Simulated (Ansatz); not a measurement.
Co2Si

```
CELL_PARAMETERS angstrom
4.88323 0.00000 0.00000
0.00000 3.71162 0.00000
0.00000 0.00000 7.04042
ATOMIC_POSITIONS crystal
Co 0.96372 0.75000 0.21742
Co 0.03628 0.25000 0.78258
Co 0.53628 0.25000 0.71742
Co 0.46372 0.75000 0.28258
Co 0.82672 0.75000 0.56465
Co 0.17328 0.25000 0.43535
Co 0.67328 0.25000 0.06465
Co 0.32672 0.75000 0.93535
Si 0.29735 0.75000 0.60570
Si 0.70265 0.25000 0.39430
Si 0.20265 0.25000 0.10570
Si 0.79735 0.75000 0.89430
```

Space group Pnma; spin-polarised.

All numbers below come from DFT PBE, scalar-relativistic, plane waves, PAW (Ansatz 0.2.0).

Core electrons are frozen (PAW), and the valence fields are smoothed inside the atomic spheres.

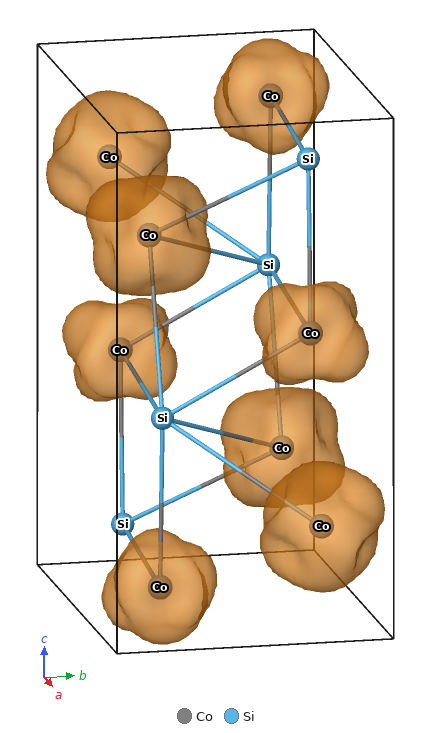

Figure 1. Isosurface of the magnetisation density (up minus down) at +0.03 e/Å³ (orange), seen slightly off an axis. Sticks mark near contacts.

### Where is the spin, and how is it ordered?

The spin density sits on Co: +0.4 μB (×4) in one cell of 12 atoms, with smaller moments on other sites: Co (up to +0.25 μB): parallel main moments (a ferromagnetic arrangement) in this solution. The cell of the calculation (12 atoms) carries 2.4 μB of net spin moment.

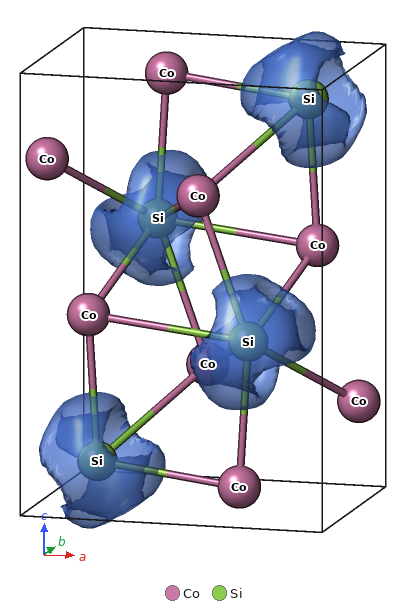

Figure 2. Isosurface of the ELF at 0.6 (blue), seen slightly off an axis. Only the valence region is drawn (cores and ρ < 0.01 e/Å³ removed). Sticks mark near contacts.

### Where are the electrons localised?

The ELF exceeds this value in four regions wrapped around Si (the valence shell of each), counted in one cell of 12 atoms. Regions shared between cells count once. Profiles from the grid: Co–Si (2.29 Å): the ELF peaks at about 0.65 in the valence shell of Si, 0.9 Å from its nucleus, and is about 0.45 at the midpoint. Co–Si (2.42 Å): the ELF peaks at about 0.65 in the valence shell of Si, 0.9 Å from its nucleus, and is about 0.45 at the midpoint.

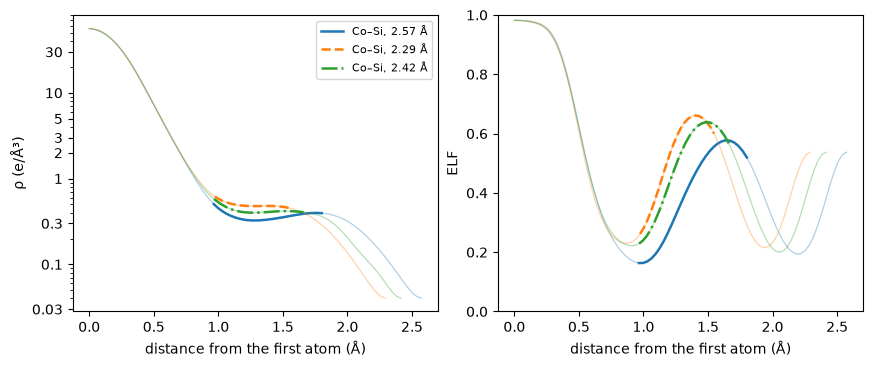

Figure 3. Valence electron density and electron localisation function along straight lines between neighbouring atoms. Thin, pale parts lie inside the atomic spheres.

### What can be read from the curves?

Co–Si (2.57 Å): ρ at the midpoint is about 0.32 e/Å³; the ELF peaks at about 0.60 in the valence shell of Si, 0.9 Å from its nucleus, and is about 0.35 at the midpoint.
Co–Si (2.29 Å): ρ at the midpoint is about 0.49 e/Å³; the ELF peaks at about 0.65 in the valence shell of Si, 0.9 Å from its nucleus, and is about 0.45 at the midpoint.
Co–Si (2.42 Å): the density is about 0.4 e/Å³ at the midpoint; the ELF peaks at about 0.65 in the valence shell of Si, 0.9 Å from its nucleus, and is about 0.45 at the midpoint.

### Does the calculation make it a metal, or give it a gap?

It is metallic or semimetallic at this level of theory: no gap opens.
